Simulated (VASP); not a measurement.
Geometry relaxation, with input and output: Al2Cu (part 1 of 4)

System: Al2Cu (I4/mcm, 6 atoms in the cell).
Method: Kohn-Sham DFT of a periodic cell, r2SCAN, VASP PAW PBE potentials, recommended, no spin polarisation (VASP 6.6.1).

The structure was built on a prototype by a generator; it need not be a known phase.

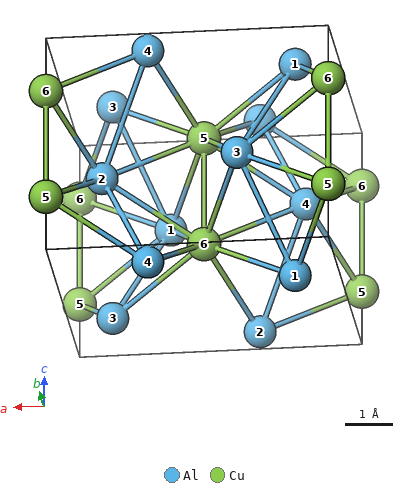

The structure as given in the input (ball-and-stick view of the cell 2 times as large as that of the calculation, set on its symmetry axes, seen at an oblique angle; atoms are numbered from 1 in the order of the input). An atom can appear more than once, as a periodic image.

**Results in brief**

```csv
quantity,value
outcome,converged
space group (tolerance 0.01 Å),I4/mcm (140)
electrons treated,34
free energy,−49.5421 eV
gap on the k-point mesh,none (metallic)
pressure,0.00 GPa
final volume,86.27 Å³
largest force (length of the vector) at the end,0.003 eV/Å
final cell,"a = 4.871 Å, b = 4.871 Å, c = 4.871 Å, α = 104.07°, β = 104.07°, γ = 120.92°"
hardware,"16 threads of Intel Xeon @ 2.50GHz (Skylake/Cascade Lake), 176 GiB of memory available, shared host"
wall time,18 min (CPU time 4.7 h)
peak memory,0.69 GiB
```

**INCAR**
```
SYSTEM = Al2Cu
PREC = Accurate ; ENCUT = 600
EDIFF = 1E-6 ; ISMEAR = 1
SIGMA = 0.2 ; LREAL = .FALSE.
LASPH = .TRUE. ; NELM = 80
ALGO = Normal ; ISIF = 3
LWAVE = .FALSE. ; LCHARG = .FALSE.
METAGGA = R2SCAN ; LMIXTAU = .TRUE.
IBRION = 2 ; NSW = 40
EDIFFG = -0.01 ; KPAR = 16
```

**KPOINTS**
```
Automatic mesh
0
G
  14 14 14
  0 0 0
```

**POSCAR**
```
Al2Cu
1.0
   -3.0335000000      3.0335000000      2.4385000000
    3.0335000000     -3.0335000000      2.4385000000
    3.0335000000      3.0335000000     -2.4385000000
Al Cu
4 2
Direct
    0.6581000000      0.1581000000      0.8162000000
    0.1581000000      0.3419000000      0.5000000000
    0.3419000000      0.8419000000      0.1838000000
    0.8419000000      0.6581000000      0.5000000000
    0.2500000000      0.2500000000      0.0000000000
    0.7500000000      0.7500000000      0.0000000000
```

Command:
```bash
cat potpaw_PBE.64/Al/POTCAR potpaw_PBE.64/Cu/POTCAR > POTCAR
mpirun -np 16 vasp_std > vasp.out
```

**OSZICAR**
```
N       E                     dE             d eps       ncg     rms          rms(c)
DAV:   1     0.176158532241E+03    0.17616E+03   -0.16042E+04 10248   0.210E+03
DAV:   2    -0.440056128175E+02   -0.22016E+03   -0.21400E+03 10248   0.365E+02
DAV:   3    -0.570228151854E+02   -0.13017E+02   -0.12413E+02 13384   0.117E+02
DAV:   4    -0.574250397702E+02   -0.40222E+00   -0.39937E+00 15516   0.178E+01
DAV:   5    -0.574320165786E+02   -0.69768E-02   -0.69749E-02 14889   0.222E+00    0.198E+01
DAV:   6    -0.569834865536E+02    0.44853E+00   -0.13372E+02 12519   0.323E+02    0.169E+01
DAV:   7    -0.497801936450E+02    0.72033E+01   -0.28485E+01 13019   0.133E+02    0.410E+00
DAV:   8    -0.495359126929E+02    0.24428E+00   -0.50371E+00 16140   0.510E+01    0.232E+00
DAV:   9    -0.494580664551E+02    0.77846E-01   -0.35930E-01 16348   0.119E+01    0.146E+00
DAV:  10    -0.495129324707E+02   -0.54866E-01   -0.53649E-02 16352   0.426E+00    0.115E+00
DAV:  11    -0.494844057919E+02    0.28527E-01   -0.43558E-02 16403   0.539E+00    0.443E-01
DAV:  12    -0.494928987982E+02   -0.84930E-02   -0.24897E-02 16055   0.341E+00    0.126E-01
DAV:  13    -0.494931105865E+02   -0.21179E-03   -0.76302E-04 12255   0.255E-01    0.338E-02
DAV:  14    -0.494931129743E+02   -0.23878E-05   -0.49962E-05 17301   0.938E-02    0.184E-02
DAV:  15    -0.494930933533E+02    0.19621E-04   -0.37464E-05 16406   0.122E-01    0.745E-03
DAV:  16    -0.494931038958E+02   -0.10543E-04   -0.57965E-06 13938   0.501E-02    0.102E-02
DAV:  17    -0.494931064195E+02   -0.25237E-05   -0.25887E-06  7559   0.419E-02    0.522E-03
DAV:  18    -0.494931075330E+02   -0.11135E-05   -0.44079E-07  6289   0.906E-03    0.309E-03
DAV:  19    -0.494931061309E+02    0.14021E-05   -0.24805E-07  6044   0.754E-03    0.797E-04
DAV:  20    -0.494931074192E+02   -0.12883E-05   -0.17716E-07  5864   0.861E-03    0.604E-04
DAV:  21    -0.494931068745E+02    0.54473E-06   -0.10985E-07  5799   0.802E-03
   1 F= -.49493107E+02 E0= -.49492935E+02  d E =-.494931E+02
       N       E                     dE             d eps       ncg     rms          rms(c)
DAV:   1    -0.515587486914E+02   -0.20656E+01   -0.26385E+01 11866   0.128E+02    0.133E+01
DAV:   2    -0.524114092482E+02   -0.85266E+00   -0.47283E+01 13608   0.199E+02    0.991E+00
DAV:   3    -0.495602439638E+02    0.28512E+01   -0.11206E+01 13168   0.994E+01    0.168E+00
DAV:   4    -0.495519026635E+02    0.83413E-02   -0.99586E-01 16193   0.138E+01    0.115E+00
DAV:   5    -0.495343084975E+02    0.17594E-01   -0.27774E-02 14051   0.157E+00    0.449E-01
DAV:   6    -0.495332524445E+02    0.10561E-02   -0.11558E-02 16426   0.213E+00    0.259E-01
DAV:   7    -0.495339930795E+02   -0.74064E-03   -0.81845E-03 14693   0.191E+00    0.292E-01
DAV:   8    -0.495340609545E+02   -0.67875E-04   -0.14574E-03 14103   0.105E+00    0.184E-01
DAV:   9    -0.495335022913E+02    0.55866E-03   -0.13168E-03 16173   0.942E-01    0.704E-02
DAV:  10    -0.495335719427E+02   -0.69651E-04   -0.11541E-04 15985   0.144E-01    0.405E-02
DAV:  11    -0.495335644530E+02    0.74897E-05   -0.11174E-04 15999   0.293E-01    0.112E-02
DAV:  12    -0.495335664913E+02   -0.20383E-05   -0.63465E-06 11600   0.204E-02    0.584E-03
DAV:  13    -0.495335666047E+02   -0.11339E-06   -0.29945E-06  8592   0.521E-02
   2 F= -.49533567E+02 E0= -.49533550E+02  d E =-.404597E-01
       N       E                     dE             d eps       ncg     rms          rms(c)
DAV:   1    -0.496775725095E+02   -0.14401E+00   -0.21321E+00 11581   0.380E+01    0.305E+00
DAV:   2    -0.496516678431E+02    0.25905E-01   -0.20068E+00 14612   0.426E+01    0.215E+00
DAV:   3    -0.495455739755E+02    0.10609E+00   -0.59834E-01 14198   0.236E+01    0.563E-01
DAV:   4    -0.495416443675E+02    0.39296E-02   -0.17563E-02 16158   0.234E+00    0.124E-01
DAV:   5    -0.495413800443E+02    0.26432E-03   -0.87409E-04 16052   0.490E-01    0.687E-02
DAV:   6    -0.495413440553E+02    0.35989E-04   -0.36027E-04 16406   0.393E-01    0.325E-02
DAV:   7    -0.495413398543E+02    0.42010E-05   -0.18750E-04 14310   0.287E-01    0.209E-02
DAV:   8    -0.495413590343E+02   -0.19180E-04   -0.10283E-04 14519   0.180E-01    0.109E-02
DAV:   9    -0.495413708394E+02   -0.11805E-04   -0.89879E-06 12024   0.672E-02    0.221E-03
DAV:  10    -0.495413683432E+02    0.24962E-05   -0.39388E-07  5714   0.129E-02    0.259E-03
DAV:  11    -0.495413726828E+02   -0.43396E-05   -0.74932E-07  5494   0.234E-02    0.709E-04
DAV:  12    -0.495413718530E+02    0.82983E-06   -0.12560E-07  5379   0.808E-03
   3 F= -.49541372E+02 E0= -.49541282E+02  d E =-.482650E-01
       N       E                     dE             d eps       ncg     rms          rms(c)
DAV:   1    -0.495417324872E+02   -0.35980E-03   -0.56447E-03 11700   0.193E+00    0.163E-01
DAV:   2    -0.495417147172E+02    0.17770E-04   -0.60241E-03 14640   0.233E+00    0.118E-01
DAV:   3    -0.495413682886E+02    0.34643E-03   -0.17504E-03 14361   0.128E+00    0.252E-02
DAV:   4    -0.495413552628E+02    0.13026E-04   -0.51058E-05 11542   0.541E-02    0.105E-02
DAV:   5    -0.495413537918E+02    0.14710E-05   -0.67783E-06 14109   0.627E-02    0.387E-03
DAV:   6    -0.495413512116E+02    0.25802E-05   -0.10471E-06  5560   0.276E-02    0.152E-03
DAV:   7    -0.495413518752E+02   -0.66361E-06   -0.84002E-07  5364   0.213E-02
   4 F= -.49541352E+02 E0= -.49541259E+02  d E =-.482450E-01
       N       E                     dE             d eps       ncg     rms          rms(c)
DAV:   1    -0.495420721121E+02   -0.72090E-03   -0.87825E-03 15517   0.107E+00    0.970E-02
DAV:   2    -0.495419928086E+02    0.79303E-04   -0.15893E-03 15914   0.113E+00    0.774E-02
DAV:   3    -0.495419001465E+02    0.92662E-04   -0.51237E-04 14419   0.689E-01    0.342E-02
DAV:   4    -0.495418772718E+02    0.22875E-04   -0.37398E-05 16332   0.127E-01    0.668E-03
DAV:   5    -0.495418780078E+02   -0.73599E-06   -0.45202E-06 10988   0.341E-02
   5 F= -.49541878E+02 E0= -.49541799E+02  d E =-.526133E-03
       N       E                     dE             d eps       ncg     rms          rms(c)
DAV:   1    -0.495424146170E+02   -0.53735E-03   -0.18688E-02 15556   0.157E+00    0.142E-01
DAV:   2    -0.495422438033E+02    0.17081E-03   -0.34398E-03 15885   0.167E+00    0.114E-01
DAV:   3    -0.495420495061E+02    0.19430E-03   -0.11042E-03 14387   0.101E+00    0.499E-02
DAV:   4    -0.495420041016E+02    0.45405E-04   -0.79724E-05 16335   0.184E-01    0.985E-03
DAV:   5    -0.495420051338E+02   -0.10322E-05   -0.10557E-05 15765   0.503E-02    0.304E-03
DAV:   6    -0.495420052362E+02   -0.10240E-06   -0.19491E-06  8235   0.158E-02
   6 F= -.49542005E+02 E0= -.49541952E+02  d E =-.653361E-03
       N       E                     dE             d eps       ncg     rms          rms(c)
DAV:   1    -0.495420823564E+02   -0.77223E-04   -0.18578E-03 15464   0.489E-01    0.445E-02
DAV:   2    -0.495420630174E+02    0.19339E-04   -0.33898E-04 15926   0.520E-01    0.360E-02
DAV:   3    -0.495420488444E+02    0.14173E-04   -0.10816E-04 14469   0.317E-01    0.158E-02
DAV:   4    -0.495420473073E+02    0.15371E-05   -0.75447E-06 15541   0.588E-02    0.310E-03
DAV:   5    -0.495420468916E+02    0.41566E-06   -0.99639E-07  5985   0.151E-02
   7 F= -.49542047E+02 E0= -.49541985E+02  d E =-.695016E-03
       N       E                     dE             d eps       ncg     rms          rms(c)
DAV:   1    -0.495425661853E+02   -0.51888E-03   -0.82654E-03 13713   0.190E+00    0.168E-01
DAV:   2    -0.495424723403E+02    0.93845E-04   -0.60608E-03 14621   0.234E+00    0.126E-01
DAV:   3    -0.495421439344E+02    0.32841E-03   -0.18053E-03 14204   0.130E+00    0.365E-02
DAV:   4    -0.495421311340E+02    0.12800E-04   -0.58727E-05 15941   0.106E-01    0.988E-03
DAV:   5    -0.495421294424E+02    0.16916E-05   -0.73670E-06 14076   0.631E-02    0.263E-03
DAV:   6    -0.495421303432E+02   -0.90077E-06   -0.85383E-07  5869   0.240E-02
   8 F= -.49542130E+02 E0= -.49542076E+02  d E =-.834515E-04
       N       E                     dE             d eps       ncg     rms          rms(c)
DAV:   1    -0.495421393874E+02   -0.99450E-05   -0.11346E-04 13292   0.231E-01    0.191E-02
DAV:   2    -0.495421371181E+02    0.22694E-05   -0.77000E-05 14492   0.265E-01    0.141E-02
DAV:   3    -0.495421338807E+02    0.32374E-05   -0.23123E-05 13829   0.147E-01    0.428E-03
DAV:   4    -0.495421339535E+02   -0.72861E-07   -0.43270E-07  5339   0.120E-02
   9 F= -.49542134E+02 E0= -.49542080E+02  d E =-.870619E-04
```

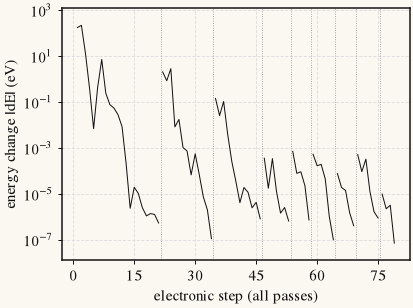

Convergence of the self-consistent field: energy change |dE| against the electronic step. Each stretch between dotted lines is the SCF of one geometry step of a relaxation. The 9 ionic steps take 4 to 21 electronic steps each. The density is held fixed in the first few steps, and dE rises again when its update begins.

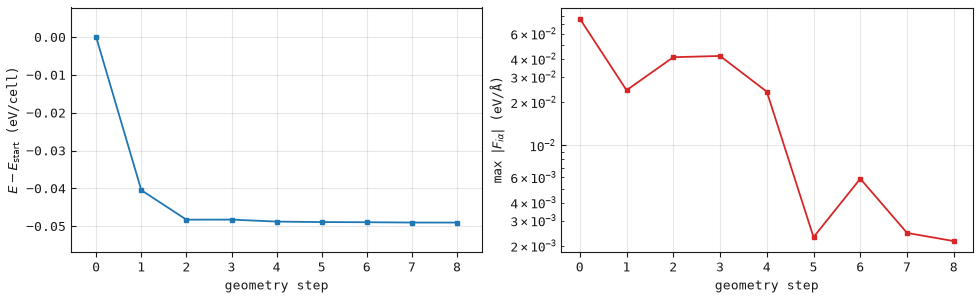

Progress of the relaxation, step by step (steps are counted from 0).

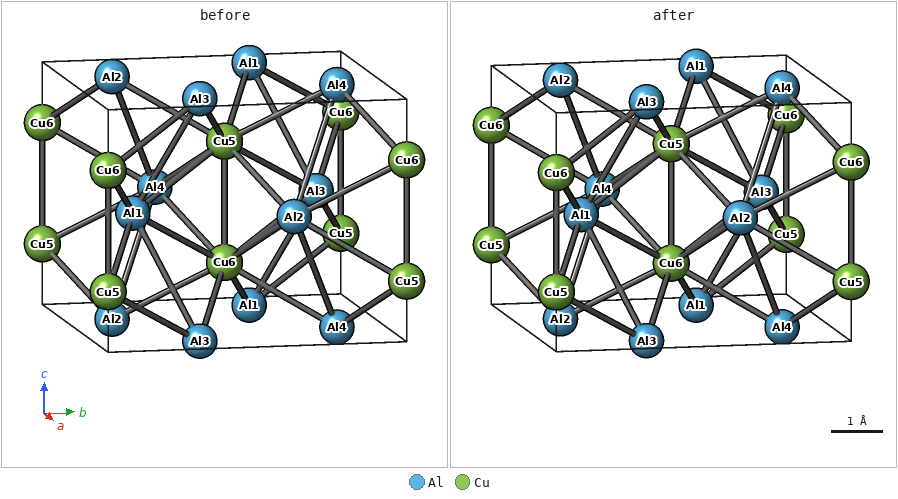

Before (left) and after (right) the relaxation, at one scale (ball-and-stick view of the cell 2 times as large as that of the calculation, set on its symmetry axes, seen slightly off an axis). The largest moves relative to the cell, 0.010 Å, are those of Al1, Al2, Al3 and Al4. Cu stays in place. Cell: a = b 6.067 → 5.994 Å (−1.2 %), c 4.877 → 4.803 Å (−1.5 %). Volume −3.9 %. Among the contacts that change: Al1–Al3 2.904 → 2.852 Å, Cu5–Cu6 2.438 → 2.402 Å, Al1–Cu5 2.590 → 2.554 Å. The space group stays I4/mcm (No. 140). Over 8 geometry steps the energy falls by 49.0 meV per cell of the calculation. Largest force component: 0.076 eV/Å at the start, 0.0022 eV/Å at the end. (Atoms are counted from 1 in the order of the input.)

**Parts of OUTCAR**
```
SYSTEM = Al2Cu
   PREC = Accurate
   ENCUT = 600
   EDIFF = 1E-6
   ISMEAR = 1
   LREAL = .FALSE.
   LASPH = .TRUE.
   NELM = 80
   ISIF = 3
   METAGGA = R2SCAN
   IBRION = 2
   NSW = 40
   EDIFFG = -0.01

 ion  position               nearest neighbor table
   1  0.658  0.158  0.816-   5 2.59   6 2.59   5 2.59   6 2.59   3 2.71   3 2.90   3 2.90   2 3.10
                             4 3.10   4 3.10   2 3.10   2 3.23   4 3.23   4 3.23   2 3.23
   2  0.158  0.342  0.500-   5 2.59   5 2.59   6 2.59   6 2.59   4 2.71   4 2.90   4 2.90   1 3.10
                             3 3.10   1 3.10   3 3.10   1 3.23   3 3.23   3 3.23   1 3.23
   3  0.342  0.842  0.184-   5 2.59   6 2.59   5 2.59   6 2.59   1 2.71   1 2.90   1 2.90   4 3.10
                             2 3.10   2 3.10   4 3.10   4 3.23   2 3.23   4 3.23   2 3.23
   4  0.842  0.658  0.500-   6 2.59   6 2.59   5 2.59   5 2.59   2 2.71   2 2.90   2 2.90   1 3.10
                             3 3.10   1 3.10   3 3.10   1 3.23   3 3.23   1 3.23   3 3.23
   5  0.250  0.250  0.000-   6 2.44   6 2.44   1 2.59   3 2.59   1 2.59   3 2.59   2 2.59   2 2.59
                             4 2.59   4 2.59
   6  0.750  0.750  0.000-   5 2.44   5 2.44   1 2.59   3 2.59   1 2.59   3 2.59   4 2.59   4 2.59
                             2 2.59   2 2.59

  LATTYP: Found a body centered tetragonal cell.
 ALAT       =     6.0670000000
 C/A-ratio  =     0.8038569309

  Lattice vectors:

 A1 = (  -3.0335000000,   3.0335000000,   2.4385000000)
 A2 = (   3.0335000000,  -3.0335000000,   2.4385000000)
 A3 = (   3.0335000000,   3.0335000000,  -2.4385000000)

Analysis of symmetry for initial positions (statically):
=====================================================================
 Subroutine PRICEL returns:
 Original cell was already a primitive cell.

 Routine SETGRP: Setting up the symmetry group for a
 body centered tetragonal supercell.

 Subroutine GETGRP returns: Found 16 space group operations
 (whereof  8 operations were pure point group operations)
 out of a pool of 16 trial point group operations.

The static configuration has the point symmetry C_4h.
 The point group associated with its full space group is D_4h.

Analysis of symmetry for dynamics (positions and initial velocities):
=====================================================================
 Subroutine PRICEL returns:
 Original cell was already a primitive cell.

 Routine SETGRP: Setting up the symmetry group for a
 body centered tetragonal supercell.

 Subroutine GETGRP returns: Found 16 space group operations
 (whereof  8 operations were pure point group operations)
 out of a pool of 16 trial point group operations.

The dynamic configuration has the point symmetry C_4h.
 The point group associated with its full space group is D_4h.

 Subroutine INISYM returns: Found 16 space group operations
 (whereof  8 operations are pure point group operations),
 and found     1 'primitive' translations

----------------------------------------------------------------------------------------

                                     Primitive cell

  volume of cell :      89.7575

  direct lattice vectors                    reciprocal lattice vectors
    -3.033500000  3.033500000  2.438500000     0.000000000  0.164826108  0.205044084
     3.033500000 -3.033500000  2.438500000     0.164826108  0.000000000  0.205044084
     3.033500000  3.033500000 -2.438500000     0.164826108  0.164826108  0.000000000

  length of vectors
     4.934625290  4.934625290  4.934625290     0.263079309  0.263079309  0.233099318

  position of ions in fractional coordinates (direct lattice)
     0.658100000  0.158100000  0.816200000
     0.158100000  0.341900000  0.500000000
     0.341900000  0.841900000  0.183800000
     0.841900000  0.658100000  0.500000000
     0.250000000  0.250000000  0.000000000
     0.750000000  0.750000000  0.000000000

  ion indices of the primitive-cell ions
   primitive index   ion index
                 1           1
                 2           2
                 3           3
                 4           4
                 5           5
                 6           6

----------------------------------------------------------------------------------------

 KPOINTS: Automatic mesh

Automatic generation of k-mesh.
 Grid dimensions read from file:
 generate k-points for:   14   14   14

 Generating k-lattice:

  Cartesian coordinates                     Fractional coordinates (reciprocal lattice)
     0.000000000  0.011773293  0.014646006     0.071428571 -0.000000000  0.000000000
     0.011773293  0.000000000  0.014646006    -0.000000000  0.071428571  0.000000000
     0.011773293  0.011773293  0.000000000     0.000000000  0.000000000  0.071428571

  Length of vectors
     0.018791379  0.018791379  0.016649951

  Shift w.r.t. Gamma in fractional coordinates (k-lattice)
     0.000000000  0.000000000  0.000000000

 Subroutine IBZKPT returns following result:
 ===========================================

 Found    244 irreducible k-points:
```
